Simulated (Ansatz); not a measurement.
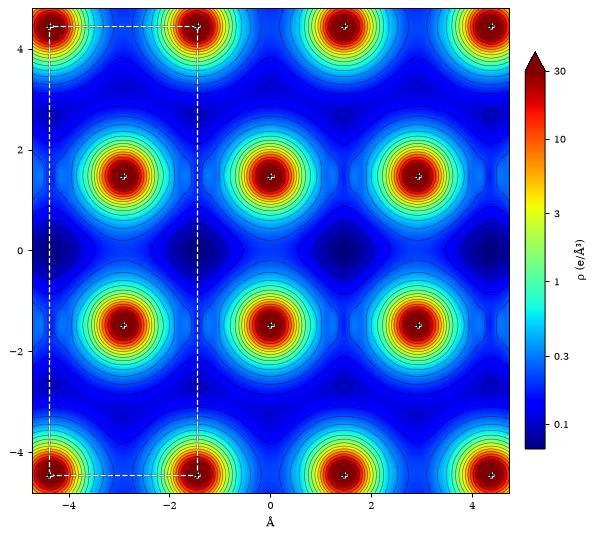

The valence pseudo-density on a plane through atoms (crosses mark nuclei in the plane).

Computed with Ansatz, DFT, RPBE, plane waves (420 eV) with PAW, scalar-relativistic.

Candidates:
A. Ge, a = 5.14 Å, b = 5.14 Å, c = 2.92 Å, α = 90.00°, β = 90.00°, γ = 120.00°. Space group P6/mmm; set up as Ge, omega (AlB2-type); a generated structure, not necessarily the stable one; changed on purpose from its base cell (volume × 1.12); computed pressure about −5 GPa in this cell.
B. Si, a = 2.75 Å, b = 2.75 Å, c = 4.63 Å, α = 90.00°, β = 90.00°, γ = 120.00°. Space group P6₃/mmc; set up as Si, hcp; a generated structure, not necessarily the stable one; changed on purpose from its base cell (volume × 1.04); computed pressure about −3 GPa in this cell.

Question: Which system is this?

Answer: Candidate A: Ge on the (110) plane of the conventional cell, which holds Ge. Ge–Ge (2.92 Å): the density is about 0.22 e/Å³ at the midpoint. Ge–Ge (2.97 Å): ρ is about 0.2 e/Å³ halfway.
